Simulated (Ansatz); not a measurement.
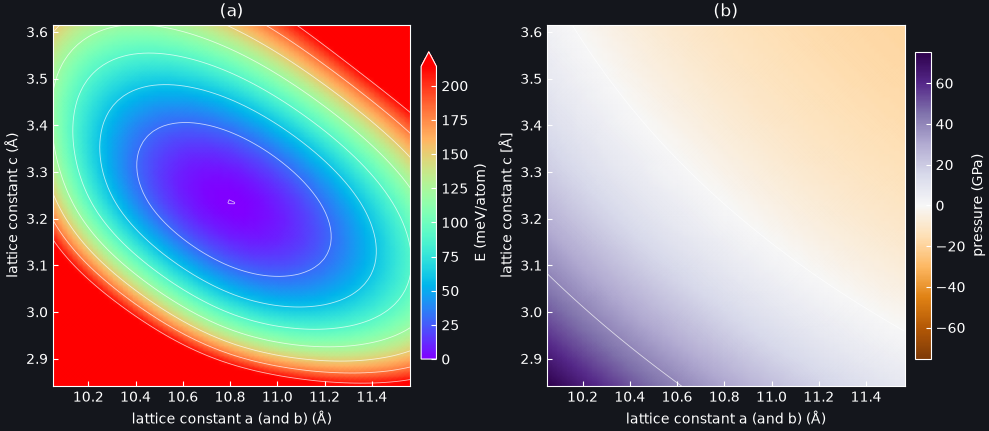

SnO₂ (I4/m, No. 87; 12 atoms in the cell). The energy is mapped over the lattice constants a and c of the conventional cell. First axis: lattice constant a (and b). Second axis: lattice constant c. Nothing is relaxed (fractional coordinates fixed). Grid: 5 × 5 points. Points are written as (first, second). All energies are given in meV/atom relative to the lowest grid point. Level of theory: DFT PBE, scalar-relativistic, plane waves, PAW in Ansatz 0.2.0. Settings: cutoff 520 eV, k-mesh 10×10×10, gaussian smearing 0.05 eV, no spin polarisation.

Panel (a) is the energy; panel (b) is the computed pressure, in GPa.

In the figure: a smooth colour map with a few white contour lines, one colour for all values above the top of the scale. Between grid points the surface is interpolated.

> How does the pressure vary over the map, and what is it at the lowest grid point?

It runs from −19 GPa at (11.563 Å, 3.616 Å) to 75 GPa at (10.050 Å, 2.841 Å). At the lowest grid point, (10.807 Å, 3.228 Å), it is 0 GPa.

PAW datasets: the set soft_1.
